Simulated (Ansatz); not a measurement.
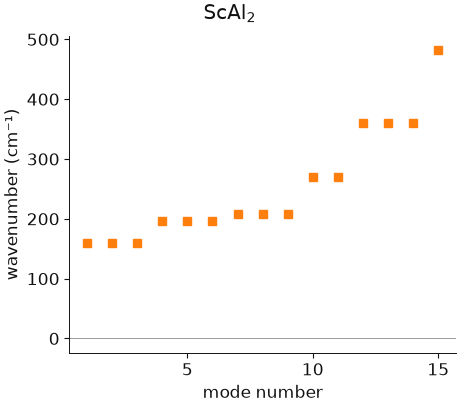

The figure shows the zone-centre optical phonon frequencies (the three acoustic modes are left out) for ScAl₂, space group Fd-3m (No. 227).

The given structure:
```cif
data_structure
_symmetry_space_group_name_H-M 'P 1'
_symmetry_Int_Tables_number 1
_cell_length_a 5.2709
_cell_length_b 5.2709
_cell_length_c 5.2709
_cell_angle_alpha 60.000
_cell_angle_beta 60.000
_cell_angle_gamma 60.000
_cell_volume 103.54
loop_
_atom_site_label
_atom_site_type_symbol
_atom_site_fract_x
_atom_site_fract_y
_atom_site_fract_z
_atom_site_occupancy
Sc1 Sc 0.50000 0.50000 0.50000 1
Sc2 Sc 0.75000 0.75000 0.75000 1
Al1 Al 0.12500 0.12500 0.12500 1
Al2 Al 0.62500 0.12500 0.12500 1
Al3 Al 0.12500 0.62500 0.12500 1
Al4 Al 0.12500 0.12500 0.62500 1
```

How it was computed, with Ansatz 0.2.0: harmonic phonon frequencies at the zone centre with atoms at rest in the given cell, without the long-range term of polar modes, the three translations left out, imaginary frequencies are negative; plane waves with PAW datasets, Γ-centred k mesh. Level: LDA, no spin polarisation.

- wave cutoff: 420 eV
- k mesh: 8×8×8
- occupations: Fermi–Dirac
- smearing width: 0.15 eV
- pressure: 0 GPa
- phonon method: linear response

### What do the frequencies say about stability?

No frequency is imaginary, so the structure is stable to these displacements (zone-boundary modes weren't tested here).

### What is the highest frequency?

The highest mode lies at 482.1 cm⁻¹.

Limits of the calculation: metal sensitive to the k mesh.

The computed values:

```
frequency (cm⁻¹)
           159.6
           159.6
           159.6
           196.8
           196.8
           196.8
           207.3
           207.3
           207.3
           270.2
           270.2
           359.4
           359.4
           359.4
           482.1
```
